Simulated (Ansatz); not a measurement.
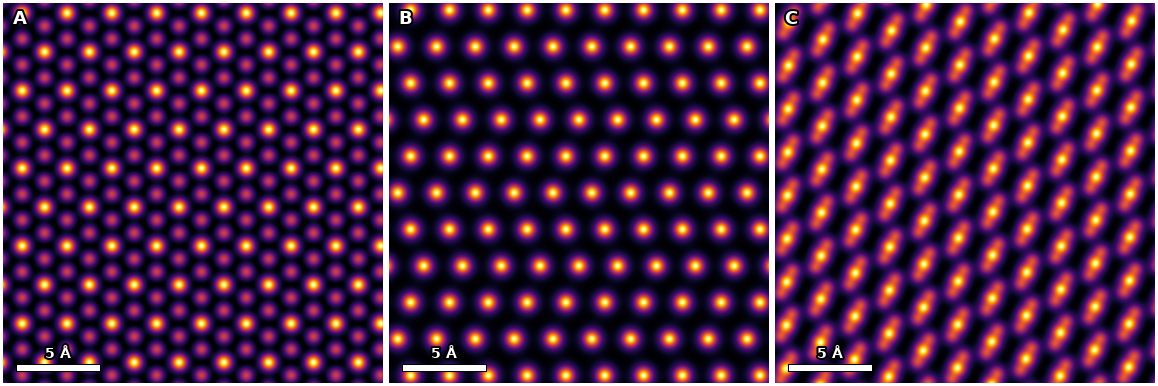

Three views of Rh (P6_3/mmc, No. 194) along different zone axes. Simulated as the projected potential of neutral atoms (B = 0.3 Å²) blurred by a 0.50 Å probe, the thin-sample limit of integrated differential phase contrast. The display is stretched by a gamma of 0.8; percentages refer to the linear signal. Structure: a calculation's starting geometry; the starting structure was generated, so it need not be a known form of this composition.

```xyz
4
Lattice="2.7296 0.0000 0.0000 -1.3648 2.3639 0.0000 0.0000 0.0000 8.9012" Properties=species:S:1:pos:R:3 pbc="T T T"
Rh    0.0000    0.0000    0.0000
Rh    0.0000    0.0000    4.4506
Rh    0.0000    1.5760    2.2253
Rh    1.3648    0.7880    6.6759
```

**Match the panels to the zone axes [001], [100] and [201].**

A is [001]: projected cell 2.73 × 2.73 Å, 120°, plane group p6mm. B is [100]: projected cell 2.36 × 8.90 Å, 90°, plane group p2mg. C is [201]: projected cell 2.33 × 2.63 Å, 116°, plane group c2mm.
